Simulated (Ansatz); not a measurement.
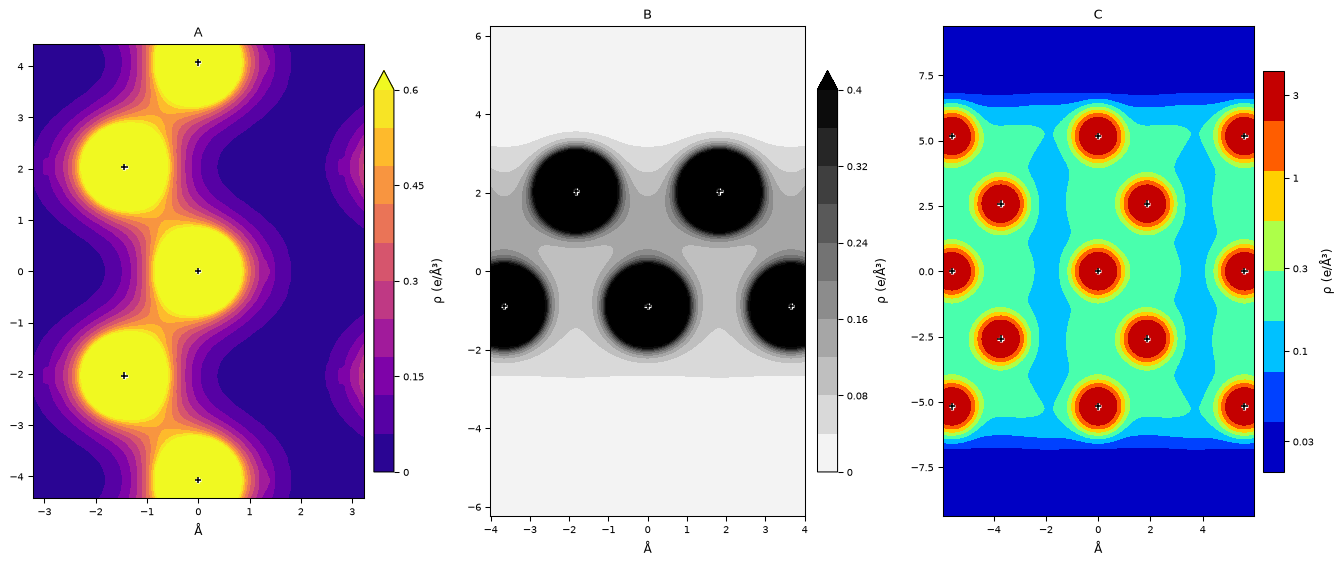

The valence electron density of 3 systems, each on a plane through atoms (crosses mark nuclei in the plane).

Computed with DFT PBE, scalar-relativistic, plane waves, PAW (Ansatz 0.2.0).

System 1: Zr (slab), the (110) plane of the calculation cell, a cut from vacuum to vacuum. Not relaxed (largest force 0.7 eV/Å).

System 2: Y (slab), the (010) plane of the calculation cell, a cut from vacuum to vacuum. 

```xyz
4
Lattice="3.6571 0.0000 0.0000 0.0000 5.6741 0.0000 0.0000 0.0000 19.2229" Properties=species:S:1:pos:R:3 pbc="T T T"
Y     0.0000    4.2555    7.5753
Y     1.8286    1.4185    8.7272
Y     1.8286    4.2555   10.4957
Y     0.0000    1.4185   11.6475
```

System 3: Ge, the (110) plane of the conventional cell. Space group Fd-3m.

```
CELL_PARAMETERS angstrom
5.76107 0.00000 0.00000
0.00000 5.76107 0.00000
0.00000 0.00000 5.76107
ATOMIC_POSITIONS crystal
Ge 0.50000 0.00000 0.00000
Ge 0.00000 0.50000 0.00000
Ge 0.00000 0.00000 0.50000
Ge 0.50000 0.50000 0.50000
Ge 0.75000 0.25000 0.25000
Ge 0.25000 0.75000 0.25000
Ge 0.25000 0.25000 0.75000
Ge 0.75000 0.75000 0.75000
```

Match each panel to its system.

Panel A is system 3, Ge: the plane holds Ge. Ge–Ge (2.49 Å): ρ at the midpoint is about 0.47 e/Å³. Panel B is system 2, Y: the plane holds Y. Y–Y (3.45 Å): ρ is about 0.12 e/Å³ halfway. Panel C is system 1, Zr: the plane holds Zr. Zr–Zr (3.19 Å): ρ at the midpoint is about 0.17 e/Å³.
